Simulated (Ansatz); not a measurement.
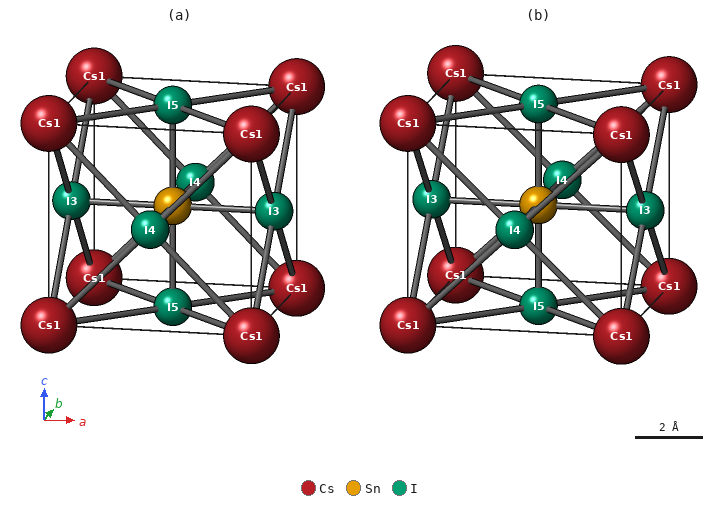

Left: solid CsSnI$_{3}$ (built on the measured structure type) at its r2SCAN-relaxed geometry. Right: the same structure after one change, at the same scale. A ball-and-stick model of the cell of the calculation, seen slightly off an axis.

These are results of DFT, r2SCAN, plane waves, PAW in Ansatz, not measurements. Set-up: plane-wave cutoff 500 eV; k-point mesh 4 × 4 × 4; occupations fixed; no spin polarisation.

What distinguishes the right structure from the left one?

The cell is strained by 0.0 % along c and +5.4 % across it (volume +11.1 %). The atoms were relaxed with r2SCAN under that strain, and this is a single point on that geometry.

What does the change do?

Energy change: +34.1 meV per atom. The pressure goes from 0.0 to −1.3 GPa. The principal stresses (compression positive) are −0.5 GPa along c and −1.8 GPa across it. All forces vanish by symmetry. Near-neighbour distances before and after: Cs–I 4.413 → 4.535 to 4.653 Å, I–Sn 3.121 → 3.121 to 3.290 Å. The space group (tolerance 0.01 Å) goes from Pm-3m (No. 221) to P4/mmm (No. 123).
